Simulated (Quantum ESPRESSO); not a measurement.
## A series of single points on WC

System: WC (Fm-3m, 2 atoms in the cell).
Method: Kohn-Sham DFT of a periodic cell, PBEsol, GBRV 1.5 PBEsol, no spin polarisation (Quantum ESPRESSO 7.5).

The 7 runs differ only in the geometry, by an even scaling of the cell at fixed fractional positions. The structure derives from a Materials Project entry.

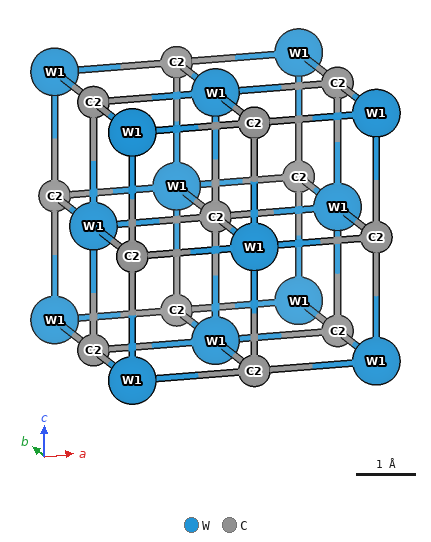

Figure 1. The structure of run 4 (ball-and-stick view of the cell 4 times as large as that of the calculation, set on its symmetry axes, seen slightly off an axis; atoms are numbered from 1 in the order of the input).

## Input file of run 4
```
&CONTROL
  calculation = 'scf'
  prefix = 'pwscf'
  outdir = './tmp'
  pseudo_dir = './pseudo'
  tprnfor = .true.
  tstress = .true.
  disk_io = 'low'
/
&SYSTEM
  ibrav = 0
  nat = 2
  ntyp = 2
  ecutwfc = 56
  ecutrho = 448
  nbnd = 15
  occupations = 'smearing'
  smearing = 'fd'
  degauss = 0.00367493
/
&ELECTRONS
  conv_thr = 4d-10
  electron_maxstep = 120
  mixing_beta = 0.5
/
ATOMIC_SPECIES
W    183.8400 w_pbesol_v1.2.uspp.F.UPF
C     12.0110 c_pbesol_v1.2.uspp.F.UPF
CELL_PARAMETERS angstrom
   0.0000000000    2.1926840000    2.1926840000
   2.1926840000    0.0000000000    2.1926840000
   2.1926840000    2.1926840000    0.0000000000
ATOMIC_POSITIONS crystal
W      0.0000000000    0.0000000000    0.0000000000
C      0.5000000000    0.5000000000    0.5000000000
K_POINTS automatic
10 10 10 0 0 0
```

## File pp_density.in of run 4
```
&INPUTPP
  prefix = 'pwscf'
  outdir = './tmp'
  filplot = 'density.dat'
  plot_num = 0
/
&PLOT
  nfile = 1
  filepp(1) = 'density.dat'
  iflag = 3
  output_format = 6
  fileout = 'density.cube'
/
```

## File pp_potential.in of run 4
```
&INPUTPP
  prefix = 'pwscf'
  outdir = './tmp'
  filplot = 'potential.dat'
  plot_num = 11
/
&PLOT
  nfile = 1
  filepp(1) = 'potential.dat'
  iflag = 3
  output_format = 6
  fileout = 'potential.cube'
/
```

Command:
```bash
OMP_NUM_THREADS=1 mpirun -n 2 pw.x -nk 2 -in pw.in > pw.out
OMP_NUM_THREADS=1 mpirun -n 1 pp.x -in pp_density.in > pp_density.out
OMP_NUM_THREADS=1 mpirun -n 1 pp.x -in pp_potential.in > pp_potential.out
```

Lattice vectors (Å) and fractional positions of run 4:
```
   0.000000    2.192684    2.192684
   2.192684    0.000000    2.192684
   2.192684    2.192684    0.000000
W   0.000000  0.000000  0.000000
C   0.500000  0.500000  0.500000
```

Run 3 has the same physical settings and fractional positions; its lattice vectors (Å) are:
```
   0.000000    2.177968    2.177968
   2.177968    0.000000    2.177968
   2.177968    2.177968    0.000000
```

## Results, with one run withheld

| run | volume per atom (Å³) | free energy per atom, from the lowest run given (meV) | pressure (GPa) |
| --- | --- | --- | --- |
| 1 | 9.910 | 14.08 | 15.35 |
| 2 | 10.120 | 0.00 | 6.17 |
| 3 | 10.331 | ? | ? |
| 4 | 10.542 | 5.02 | −9.46 |
| 5 | 10.753 | 21.87 | −16.08 |
| 6 | 10.964 | 46.99 | −22.02 |
| 7 | 11.175 | 79.50 | −27.34 |

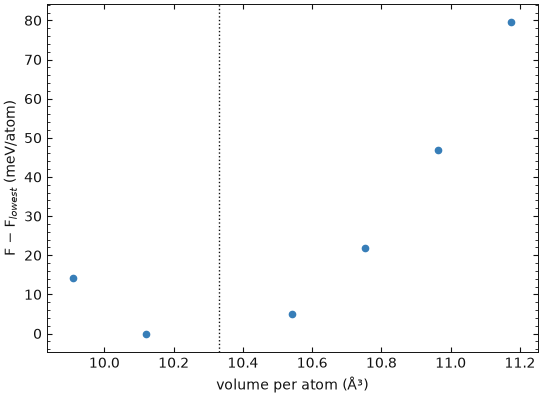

Figure 2. Free energy per atom of the runs given; the dotted line marks run 3.

Fit the runs given and predict run 3.

A cubic polynomial in V^(−2/3) (the Birch–Murnaghan form), fitted to the 6 runs given, misses them by at most 0.01 meV per atom. With x = V^(−2/3) − 0.20774 Å⁻², it reads F = 6.187 − 4796.1 x + 6.2416e+05 x² + 6.2964e+05 x³ (meV per atom). At run 3 it gives −2.64 meV per atom, and the run itself gives −2.63. The slope of the fit gives a pressure −dF/dV of −2.04 GPa there, and the run prints −2.07 GPa. The fit has its minimum at 10.277 Å³ per atom, where V d²F/dV² gives 392 GPa: the bulk modulus at this level, since symmetry fixes the shape and the positions.

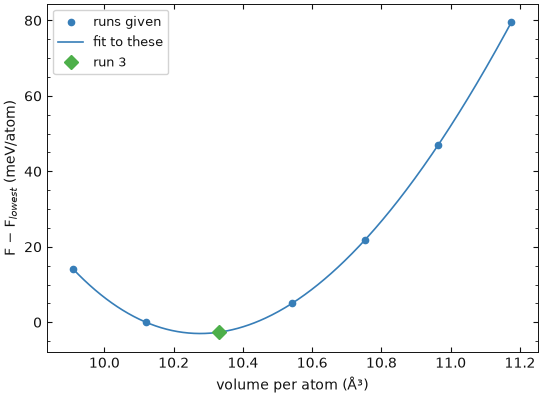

Figure 3. The fit and the withheld run.

## Some lines of the output (run 3)
```
[...]
     total energy              =    -170.28201286 Ry
     total energy              =    -170.44002697 Ry
     total energy              =    -170.48934108 Ry
     total energy              =    -170.48972277 Ry
     total energy              =    -170.48972302 Ry
     total energy              =    -170.48973009 Ry
     total energy              =    -170.48973023 Ry
     total energy              =    -170.48973026 Ry
     total energy              =    -170.48973027 Ry
     the Fermi energy is    22.2329 ev
!    total energy              =    -170.48973027 Ry
     The total energy is F=E-TS. E is the sum of the following terms:
     Computing stress (Cartesian axis) and pressure
          total   stress  (Ry/bohr**3)                   (kbar)     P=      -20.66
```

Notes on the run: negative rho. Spin–orbit coupling is left out, which matters for W.
